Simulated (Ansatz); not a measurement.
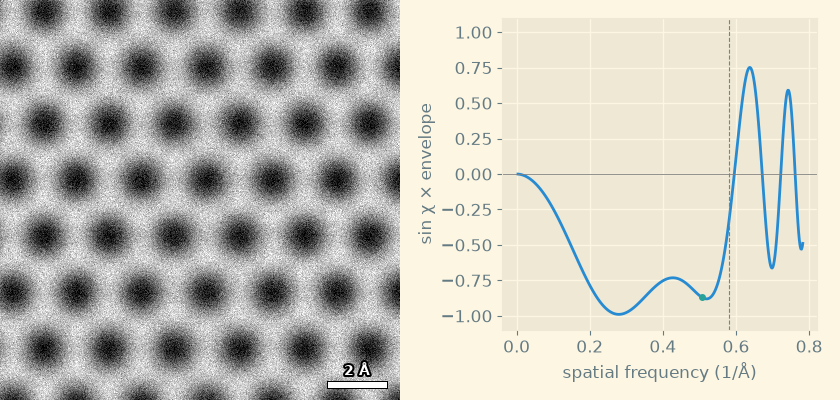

Phase-contrast TEM-like image of Ni (Im-3m, No. 229) along [111]. Simulated in the weak-phase-object approximation with neutral-atom potentials: 300 kV, Cs = 0.60 mm, defocus −412 Å (negative is underfocus), defocus spread 30 Å, aperture 0.58 1/Å. Shot noise was added. Structure: a calculation's starting geometry; the starting structure was generated, so it need not be a known form of this composition.

The plot gives the contrast transfer function, the aperture (dashed) and the crystal's spatial frequencies that carry visible contrast (dots).

**Do the atom columns appear dark or bright, and why?**

Dark. With positive Cs and underfocus sin χ is negative over the pass band, so the strongest columns (Ni) come out darker than the background.

**What point resolution do these settings give, and which lattice spacings pass?**

About 1.7 Å (0.66 |Cs|^(1/4) λ^(3/4) with λ = 0.0197 Å). The spacings that carry visible contrast are {110} at 1.98 Å.
